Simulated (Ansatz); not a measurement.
## Run report: Sn8HO16 (charge +1), geometry relaxation (part 1 of 3)

Sn8HO16 (defect cell, 25 atoms in the cell, total charge +1), computed with DFT PBE, scalar-relativistic, plane waves, PAW, no spin polarisation (Ansatz 0.2.0).

The structure derives from an entry of the Crystallography Open Database.

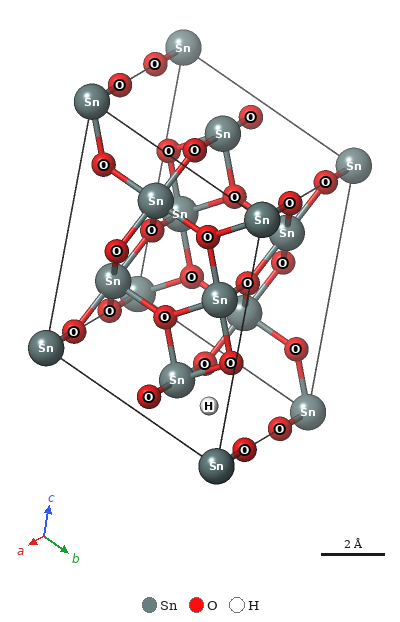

Fig. 1: The input geometry (ball-and-stick view of the cell of the calculation, seen slightly off an axis).

### The input
```yaml
crystal:
  lattice:
    - [-4.8274195315, -4.8274195315, 0.0]
    - [4.8274195315, -4.8274195315, 0.0]
    - [0.0, 4.8274195315, 6.4761384825]
  atoms:
    - { symbol: Sn, position: [0.5, 0.5, 0.0] }
    - { symbol: Sn, position: [0.75, 0.75, 0.5] }
    - { symbol: Sn, position: [0.0, 0.0, 0.0] }
    - { symbol: Sn, position: [0.25, 0.25, 0.5] }
    - { symbol: Sn, position: [0.125, 0.625, 0.25] }
    - { symbol: Sn, position: [0.375, 0.875, 0.75] }
    - { symbol: Sn, position: [0.625, 0.125, 0.25] }
    - { symbol: Sn, position: [0.875, 0.375, 0.75] }
    - { symbol: O, position: [0.1934557303, 0.5, 0.0] }
    - { symbol: O, position: [0.4434557303, 0.75, 0.5] }
    - { symbol: O, position: [0.6934557303, 0.0, 0.0] }
    - { symbol: O, position: [0.9434557303, 0.25, 0.5] }
    - { symbol: O, position: [0.125, 0.3184557303, 0.25] }
    - { symbol: O, position: [0.375, 0.5684557303, 0.75] }
    - { symbol: O, position: [0.625, 0.8184557303, 0.25] }
    - { symbol: O, position: [0.875, 0.0684557303, 0.75] }
    - { symbol: O, position: [0.8065442697, 0.5, 0.0] }
    - { symbol: O, position: [0.0565442697, 0.75, 0.5] }
    - { symbol: O, position: [0.3065442697, 0.0, 0.0] }
    - { symbol: O, position: [0.5565442697, 0.25, 0.5] }
    - { symbol: O, position: [0.125, 0.9315442697, 0.25] }
    - { symbol: O, position: [0.375, 0.1815442697, 0.75] }
    - { symbol: O, position: [0.625, 0.4315442697, 0.25] }
    - { symbol: O, position: [0.875, 0.6815442697, 0.75] }
    - { symbol: H, position: [0.8249094254, 0.8289575492, 0.1243344695] }
total_charge: 1
basis:
  ecutwfc: 420
  xc_grid: 2
kpoints:
  mp_grid: { grid: [3, 3, 3], shift: [0.0, 0.0, 0.0] }
hamiltonian:
  xc: pbe
scf:
  occupations: { method: gaussian, width: 0.02 }
output:
  forces: true
  stress: false
  eigenvalues: true
  write_density: true
  write_potential: true
  elf: true
  volumetric_format: npy
relax:
  adjacent_minimum: "off"
  f_tol: 0.02
  max_steps: 60
```

Launched with:
```bash
ansatz run input.yaml --threads 4 --pin off --max-ram 10240MiB --backend cpu --events-out ev --progress --plain --runs-dir out
```

### Log
```
Engine: ansatz 0.2.0, x86_64-unknown-linux-gnu
Pseudopotentials: kind: paw
Pseudopotential: Sn, paw, valence charge 14, recommended cutoff 420 eV (normal), Sn.paw.azcp
Pseudopotential: O, paw, valence charge 6, recommended cutoff 420 eV (normal), O.paw.azcp
Pseudopotential: H, paw, valence charge 1, recommended cutoff 420 eV (normal), H.paw.azcp
Functional definition: PBE
  parameter kappa = 0.804
  parameter beta = 0.06672455060314922
  exchange = pbe_x(kappa = kappa, mu = beta*pi^2/3)
  correlation = pbe_c(beta = beta)
Crystal: 25 atoms, lattice volume = 301.840 Å³
Basis set: ecut = 420 eV, 5921 PW (Γ), exchange–correlation on 96×96×108 points (8 copies of the dense FFT grid, shifted against one another)
Bands: 129, of which v1, the nominal top of the filled ones, is band 104 counted from 1 (103 counted from 0)
Symmetry: 1 space group operations
Space group: P1 (ITA 1), of the structure as read, at distance tolerance 6.7e-5 Å
k-points: 14 of 27 (time reversal used)
Non-local potential: Sn, projectors of the file, l = 0: 2, l = 1: 2, l = 2: 2, l = 3: 2
Non-local potential: O, projectors of the file, l = 0: 2, l = 1: 2, l = 2: 1
Non-local potential: H, projectors of the file, l = 0: 2, l = 1: 1
PAW form: soft (Blöchl's): semilocal exchange-correlation on the pseudo side does not see the compensation charge
PAW one-centre angular grid: Sn, 590 points (default); XC on 64 Gauss nodes
PAW one-centre angular grid: O, 110 points (default); XC on 64 Gauss nodes
PAW one-centre angular grid: H, 110 points (default); XC on 64 Gauss nodes
Initial density: superposition of atomic densities (neutral atoms scaled as one to the charged cell's electrons: chi_scale 0, normalization atom), corrected by the library's trained network
Initial wavefunctions: pseudopotential atomic-orbital guess
Functional: x = pbe(κ = 0.804, μ = 0.2195149727645171), c = pbe(β = 0.06672455060314922)
SCF iter   1: F=—  HF=-57295.990413 eV  |F-HF|=—  |Δ(HF+E_count)|=         —  Δρ=1.23e-2  dr2=5.22e-1  ethr=1.77e-3  ⟨swp⟩=5.9  Hψ=7141  notcnv=0  defer=36
preconditioner: auto → Resta (q_TF=auto, 2.564 Å⁻¹)  ε∞=3.6  [insulator: Δε(μ)=0.603 eV  Ē_g=19.278 eV  σ=0.020 eV  W_gap=1.00  n_scr=84 (ndim 8)  ℏωp=30.8 eV  f_vac=0.031  D(μ)=0.00/eV (n_scr^D=0)  ε∞_Penn≈3.6]
SCF iter   2: F=—  HF=-57295.817748 eV  |F-HF|=—  |Δ(HF+E_count)|=   1.73e-1  Δρ=4.94e-3  dr2=9.29e-2  ethr=2.51e-4  ⟨swp⟩=3.0  Hψ=3659  notcnv=0  defer=233
SCF iter   3: F=—  HF=-57295.779002 eV  |F-HF|=—  |Δ(HF+E_count)|=   3.87e-2  Δρ=2.08e-3  dr2=1.55e-2  ethr=4.46e-5  ⟨swp⟩=3.0  Hψ=2955  notcnv=0  defer=233
SCF iter   4: F=—  HF=-57295.774566 eV  |F-HF|=—  |Δ(HF+E_count)|=   4.44e-3  Δρ=9.87e-4  dr2=2.58e-3  ethr=7.45e-6  ⟨swp⟩=2.0  Hψ=2527  notcnv=0  defer=233
SCF iter   5: F=—  HF=-57295.773962 eV  |F-HF|=—  |Δ(HF+E_count)|=   6.04e-4  Δρ=3.23e-4  dr2=3.17e-4  ethr=1.24e-6  ⟨swp⟩=2.0  Hψ=2483  notcnv=0  defer=233
SCF iter   6: F=—  HF=-57295.773958 eV  |F-HF|=—  |Δ(HF+E_count)|=   3.09e-6  Δρ=1.41e-4  dr2=5.83e-5  ethr=1.53e-7  ⟨swp⟩=2.1  Hψ=2391  notcnv=0  defer=233
SCF iter   7: F=—  HF=-57295.773972 eV  |F-HF|=—  |Δ(HF+E_count)|=   1.32e-5  Δρ=7.18e-5  dr2=1.52e-5  ethr=2.80e-8  ⟨swp⟩=2.0  Hψ=2465  notcnv=0  defer=233
SCF iter   8: F=-57295.773974 eV  HF=-57295.773973 eV  |F-HF|=1.11e-6  |Δ(HF+E_count)|=   1.45e-6  Δρ=2.32e-5  dr2=1.36e-6  ethr=4.81e-9  ⟨swp⟩=20.1  Hψ=17596  notcnv=0
SCF 1 converged in 8 iterations: F = -57295.773974 eV  dr2 = 1.36e-6
  Residual-converged pass: ⟨swp⟩=1.0  Hψ=1862  notcnv=0  max |occ|·‖R‖ = 7.0e-9 eV (tolerance 1.0e-8 eV)  dr2=1.36e-6  dr2_onsite=1.00e-7  max |Δocc| = 1.2e-87
  greatest PAW one-centre occupation: 0.996 electrons in one spin orbital (limit 2), on the Sn atom at site 2 (counted from 0), in its partial waves of l = 2
relax step   1: F+E_penalty+E_count = -57295.77397424 eV  Δ(F+E_penalty+E_count) = +0.000e0 eV  max|allowed force component| = 1.850e0 eV/Å  Δτ_max = 0.0000 Å  (8 SCF iters, dr2 threshold 1.00e-5 eV, accepted)
Initial density: handed on by an earlier stage of this run
Initial wavefunctions: those handed on with the density
iter 1 solved again at ethr=1.50e-4 eV; its pass at ethr=3.10e-3 eV (dr2=3.12e-1 eV) is discarded
SCF iter   1: F=—  HF=-57296.772477 eV  |F-HF|=—  |Δ(HF+E_count)|=         —  Δρ=1.47e-2  dr2=3.22e-1  ethr=1.50e-4  ⟨swp⟩=1.4  Hψ=6483  notcnv=0  defer=229
preconditioner: auto → Resta (q_TF=auto, 2.564 Å⁻¹)  ε∞=3.6  [insulator: Δε(μ)=0.717 eV  Ē_g=19.158 eV  σ=0.020 eV  W_gap=1.00  n_scr=84 (ndim 8)  ℏωp=30.8 eV  f_vac=0.039  D(μ)=0.00/eV (n_scr^D=0)  ε∞_Penn≈3.6]
SCF iter   2: F=—  HF=-57296.671692 eV  |F-HF|=—  |Δ(HF+E_count)|=   1.01e-1  Δρ=6.88e-3  dr2=6.38e-2  ethr=1.50e-4  ⟨swp⟩=2.0  Hψ=3154  notcnv=0  defer=229
SCF iter   3: F=—  HF=-57296.657726 eV  |F-HF|=—  |Δ(HF+E_count)|=   1.40e-2  Δρ=2.21e-3  dr2=1.41e-2  ethr=3.07e-5  ⟨swp⟩=2.0  Hψ=3173  notcnv=0  defer=229
SCF iter   4: F=—  HF=-57296.655799 eV  |F-HF|=—  |Δ(HF+E_count)|=   1.93e-3  Δρ=8.42e-4  dr2=1.59e-3  ethr=6.76e-6  ⟨swp⟩=2.0  Hψ=2437  notcnv=0  defer=229
SCF iter   5: F=—  HF=-57296.655788 eV  |F-HF|=—  |Δ(HF+E_count)|=   1.12e-5  Δρ=2.24e-4  dr2=1.57e-4  ethr=7.66e-7  ⟨swp⟩=2.0  Hψ=2302  notcnv=0  defer=229
SCF iter   6: F=—  HF=-57296.655806 eV  |F-HF|=—  |Δ(HF+E_count)|=   1.84e-5  Δρ=1.17e-4  dr2=3.51e-5  ethr=4.81e-8  ⟨swp⟩=19.9  Hψ=19048  notcnv=0
SCF iter   7: F=-57296.655806 eV  HF=-57296.655804 eV  |F-HF|=1.26e-6  |Δ(HF+E_count)|=   1.74e-6  Δρ=3.42e-5  dr2=3.37e-6  ethr=1.69e-8  ⟨swp⟩=13.1  Hψ=16637  notcnv=0
SCF 2 converged in 7 iterations: F = -57296.655806 eV  dr2 = 3.37e-6
[... from here on the iterations of each SCF are left out, up to the last one ...]
relax step   2: F+E_penalty+E_count = -57296.65580575 eV  Δ(F+E_penalty+E_count) = -8.818e-1 eV  max|allowed force component| = 7.300e-1 eV/Å  Δτ_max = 0.1959 Å  (7 SCF iters, dr2 threshold 1.00e-4 eV, accepted)
preconditioner: auto → Resta (q_TF=auto, 2.564 Å⁻¹)  ε∞=3.6  [insulator: Δε(μ)=0.725 eV  Ē_g=19.187 eV  σ=0.020 eV  W_gap=1.00  n_scr=84 (ndim 8)  ℏωp=30.8 eV  f_vac=0.041  D(μ)=0.00/eV (n_scr^D=0)  ε∞_Penn≈3.6]
SCF 3 converged in 6 iterations: F = -57296.976256 eV  dr2 = 1.80e-5
relax step   3: F+E_penalty+E_count = -57296.97625617 eV  Δ(F+E_penalty+E_count) = -3.205e-1 eV  max|allowed force component| = 1.095e0 eV/Å  Δτ_max = 0.1949 Å  (6 SCF iters, dr2 threshold 3.33e-5 eV, accepted)
preconditioner: auto → Resta (q_TF=auto, 2.564 Å⁻¹)  ε∞=3.6  [insulator: Δε(μ)=0.705 eV  Ē_g=19.260 eV  σ=0.020 eV  W_gap=1.00  n_scr=84 (ndim 8)  ℏωp=30.8 eV  f_vac=0.041  D(μ)=0.00/eV (n_scr^D=0)  ε∞_Penn≈3.6]
SCF 4 converged in 6 iterations: F = -57297.336008 eV  dr2 = 1.23e-5
relax step   4: F+E_penalty+E_count = -57297.33600766 eV  Δ(F+E_penalty+E_count) = -3.598e-1 eV  max|allowed force component| = 8.305e-1 eV/Å  Δτ_max = 0.1952 Å  (6 SCF iters, dr2 threshold 1.00e-4 eV, accepted)
preconditioner: auto → Resta (q_TF=auto, 2.564 Å⁻¹)  ε∞=3.5  [insulator: Δε(μ)=0.702 eV  Ē_g=19.323 eV  σ=0.020 eV  W_gap=1.00  n_scr=84 (ndim 8)  ℏωp=30.8 eV  f_vac=0.040  D(μ)=0.00/eV (n_scr^D=0)  ε∞_Penn≈3.5]
SCF 5 converged in 6 iterations: F = -57297.622489 eV  dr2 = 1.62e-5
  Residual-converged pass: ⟨swp⟩=1.0  Hψ=1862  notcnv=0  max |occ|·‖R‖ = 6.9e-9 eV (tolerance 1.0e-8 eV)  dr2=1.62e-5  dr2_onsite=6.90e-7  max |Δocc| = 4.0e-141
relax step   5: F+E_penalty+E_count = -57297.62248884 eV  Δ(F+E_penalty+E_count) = -2.865e-1 eV  max|allowed force component| = 1.155e0 eV/Å  Δτ_max = 0.1953 Å  (6 SCF iters, dr2 threshold 1.00e-4 eV, accepted)
preconditioner: auto → Resta (q_TF=auto, 2.564 Å⁻¹)  ε∞=3.5  [insulator: Δε(μ)=0.717 eV  Ē_g=19.361 eV  σ=0.020 eV  W_gap=1.00  n_scr=84 (ndim 8)  ℏωp=30.8 eV  f_vac=0.039  D(μ)=0.00/eV (n_scr^D=0)  ε∞_Penn≈3.5]
SCF 6 converged in 6 iterations: F = -57298.003829 eV  dr2 = 1.60e-5
relax step   6: F+E_penalty+E_count = -57298.00382858 eV  Δ(F+E_penalty+E_count) = -3.813e-1 eV  max|allowed force component| = 7.098e-1 eV/Å  Δτ_max = 0.2000 Å  (6 SCF iters, dr2 threshold 1.00e-4 eV, accepted)
preconditioner: auto → Resta (q_TF=auto, 2.564 Å⁻¹)  ε∞=3.5  [insulator: Δε(μ)=0.743 eV  Ē_g=19.357 eV  σ=0.020 eV  W_gap=1.00  n_scr=84 (ndim 8)  ℏωp=30.8 eV  f_vac=0.038  D(μ)=0.00/eV (n_scr^D=0)  ε∞_Penn≈3.5]
SCF 7 converged in 6 iterations: F = -57298.194762 eV  dr2 = 1.98e-5
relax step   7: F+E_penalty+E_count = -57298.19476175 eV  Δ(F+E_penalty+E_count) = -1.909e-1 eV  max|allowed force component| = 5.557e-1 eV/Å  Δτ_max = 0.2000 Å  (6 SCF iters, dr2 threshold 1.00e-4 eV, accepted)
preconditioner: auto → Resta (q_TF=auto, 2.564 Å⁻¹)  ε∞=3.5  [insulator: Δε(μ)=0.773 eV  Ē_g=19.347 eV  σ=0.020 eV  W_gap=1.00  n_scr=84 (ndim 8)  ℏωp=30.8 eV  f_vac=0.038  D(μ)=0.00/eV (n_scr^D=0)  ε∞_Penn≈3.5]
SCF 8 converged in 6 iterations: F = -57298.290982 eV  dr2 = 2.20e-5
relax step   8: F+E_penalty+E_count = -57298.29098225 eV  Δ(F+E_penalty+E_count) = -9.622e-2 eV  max|allowed force component| = 2.550e-1 eV/Å  Δτ_max = 0.2000 Å  (6 SCF iters, dr2 threshold 1.00e-4 eV, accepted)
preconditioner: auto → Resta (q_TF=auto, 2.564 Å⁻¹)  ε∞=3.5  [insulator: Δε(μ)=0.846 eV  Ē_g=19.332 eV  σ=0.020 eV  W_gap=1.00  n_scr=84 (ndim 8)  ℏωp=30.8 eV  f_vac=0.036  D(μ)=0.00/eV (n_scr^D=0)  ε∞_Penn≈3.5]
SCF 9 converged in 7 iterations: F = -57298.295459 eV  dr2 = 2.08e-6
relax step   9: F+E_penalty+E_count = -57298.29545907 eV  Δ(F+E_penalty+E_count) = -4.477e-3 eV  max|allowed force component| = 3.692e-1 eV/Å  Δτ_max = 0.1475 Å  (7 SCF iters, dr2 threshold 1.37e-5 eV, accepted)
preconditioner: auto → Resta (q_TF=auto, 2.564 Å⁻¹)  ε∞=3.5  [insulator: Δε(μ)=0.856 eV  Ē_g=19.328 eV  σ=0.020 eV  W_gap=1.00  n_scr=84 (ndim 8)  ℏωp=30.8 eV  f_vac=0.034  D(μ)=0.00/eV (n_scr^D=0)  ε∞_Penn≈3.5]
SCF 10 converged in 6 iterations: F = -57298.268173 eV  dr2 = 6.78e-6
relax step  10: F+E_penalty+E_count = -57298.26817263 eV  Δ(F+E_penalty+E_count) = +2.729e-2 eV  max|allowed force component| = 5.590e-1 eV/Å  Δτ_max = 0.1020 Å  (6 SCF iters, dr2 threshold 2.87e-5 eV, rejected (line search))
preconditioner: auto → Resta (q_TF=auto, 2.564 Å⁻¹)  ε∞=3.5  [insulator: Δε(μ)=0.834 eV  Ē_g=19.333 eV  σ=0.020 eV  W_gap=1.00  n_scr=84 (ndim 8)  ℏωp=30.8 eV  f_vac=0.035  D(μ)=0.00/eV (n_scr^D=0)  ε∞_Penn≈3.5]
SCF 11 converged in 9 iterations: F = -57298.309824 eV  dr2 = 1.07e-8
relax step  11: F+E_penalty+E_count = -57298.30982444 eV  Δ(F+E_penalty+E_count) = -1.437e-2 eV  max|allowed force component| = 1.236e-1 eV/Å  Δτ_max = 0.0510 Å  (9 SCF iters, accepted)
preconditioner: auto → Resta (q_TF=auto, 2.564 Å⁻¹)  ε∞=3.5  [insulator: Δε(μ)=0.826 eV  Ē_g=19.334 eV  σ=0.020 eV  W_gap=1.00  n_scr=84 (ndim 8)  ℏωp=30.8 eV  f_vac=0.035  D(μ)=0.00/eV (n_scr^D=0)  ε∞_Penn≈3.5]
SCF 12 converged in 6 iterations: F = -57298.311526 eV  dr2 = 2.68e-7
relax step  12: F+E_penalty+E_count = -57298.31152650 eV  Δ(F+E_penalty+E_count) = -1.702e-3 eV  max|allowed force component| = 1.186e-2 eV/Å  Δτ_max = 0.0254 Å  (6 SCF iters, dr2 threshold 1.71e-6 eV, accepted)
iter 1 solved again at ethr=1.29e-10 eV; its pass at ethr=3.10e-3 eV (dr2=2.68e-7 eV) is discarded
SCF iter   1: F=—  HF=-57298.311556 eV  |F-HF|=—  |Δ(HF+E_count)|=         —  Δρ=1.05e-5  dr2=2.68e-7  ethr=1.29e-10  ⟨swp⟩=1.0  Hψ=4284  notcnv=0
preconditioner: auto → Resta (q_TF=auto, 2.564 Å⁻¹)  ε∞=3.5  [insulator: Δε(μ)=0.825 eV  Ē_g=19.332 eV  σ=0.020 eV  W_gap=1.00  n_scr=84 (ndim 8)  ℏωp=30.8 eV  f_vac=0.035  D(μ)=0.00/eV (n_scr^D=0)  ε∞_Penn≈3.5]
SCF iter   2: F=-57298.311527 eV  HF=-57298.311527 eV  |F-HF|=5.17e-8  |Δ(HF+E_count)|=   2.97e-5  Δρ=5.16e-6  dr2=7.06e-8  ethr=4.81e-11  ⟨swp⟩=8.0  Hψ=12027  notcnv=0
SCF 13 converged in 2 iterations: F = -57298.311527 eV  dr2 = 7.06e-8
relax step  13: F+E_penalty+E_count = -57298.31152660 eV  Δ(F+E_penalty+E_count) = -1.043e-7 eV  max|allowed force component| = 1.168e-2 eV/Å  Δτ_max = 0.0000 Å  (2 SCF iters, accepted)
```

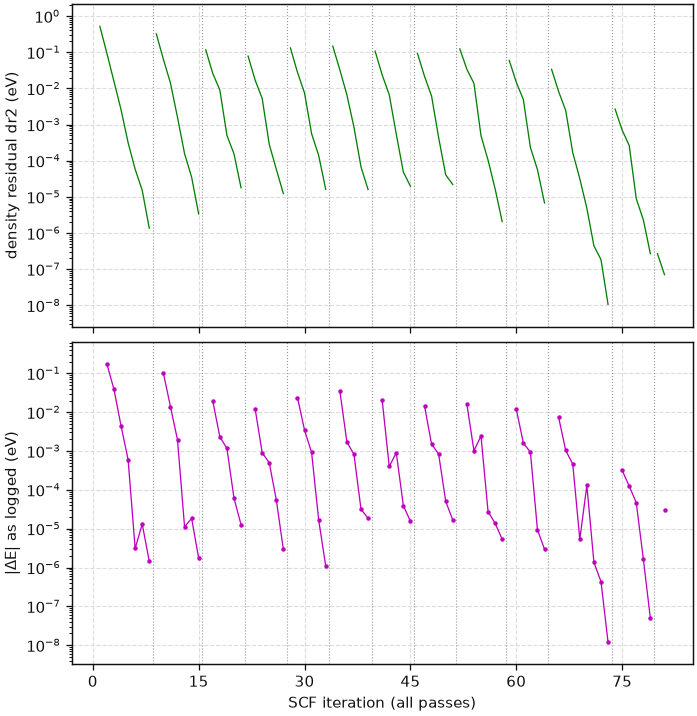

Fig. 2: Convergence of the self-consistent field: density residual dr2 and size of the energy change against the SCF iteration. The dotted lines part the SCF passes of the relaxation: geometry steps, rejected trials and re-solves on a re-selected basis. The 13 passes take 2 to 9 iterations each, 81 in all.
